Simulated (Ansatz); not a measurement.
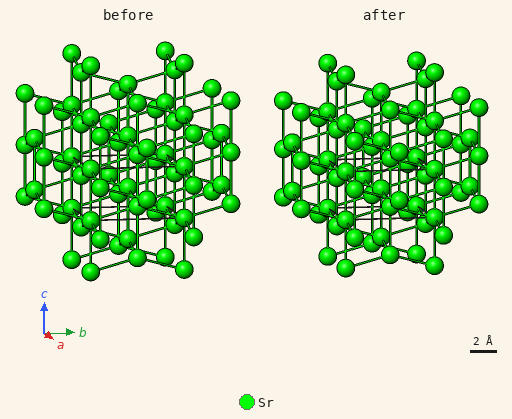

The structure of solid Sr (set up in I4_1/amd) before (left) and after (right) a relaxation, at one scale.

The picture is a ball-and-stick view of the conventional cell (2 times the calculation's cell), repeated 1 × 1 × 2 with one cell outlined, seen slightly off an axis. Lengths and directions refer to the drawn axes.

Level of theory: DFT LDA, scalar-relativistic, plane waves, PAW in Ansatz 0.2.0. Set-up: plane-wave cutoff 420 eV; k-point mesh 12 × 12 × 12; occupations gaussian; smearing width 0.1 eV; no spin polarisation; cell and atoms relaxed; force threshold 0.005 eV/Å; at most 80 steps.

### Describe what moved and what it gained.

The energy falls by 79.0 meV per cell of the calculation in 3 accepted moves (4 points after the start). All forces vanish by symmetry, so only the cell relaxes. Pressure: −1.23 GPa at the start and 0.00 GPa at the end. The SCF was repeated once at an unchanged geometry on a basis and grid sized afresh for the cell, which shifted the energy by 0.2 meV per cell of the calculation at most. No atom moves by more than 0.005 Å relative to the cell. The volume changes by −15.5 %, with a = b 7.413 → 7.040 Å (−5.0 %), c 4.042 → 3.785 Å (−6.4 %). Among the contacts that change: Sr–Sr 4.042 → 3.785 Å, Sr–Sr 3.842 → 3.645 Å. The space group stays I4_1/amd (No. 141). The run took roughly 30 core-seconds on a shared host.
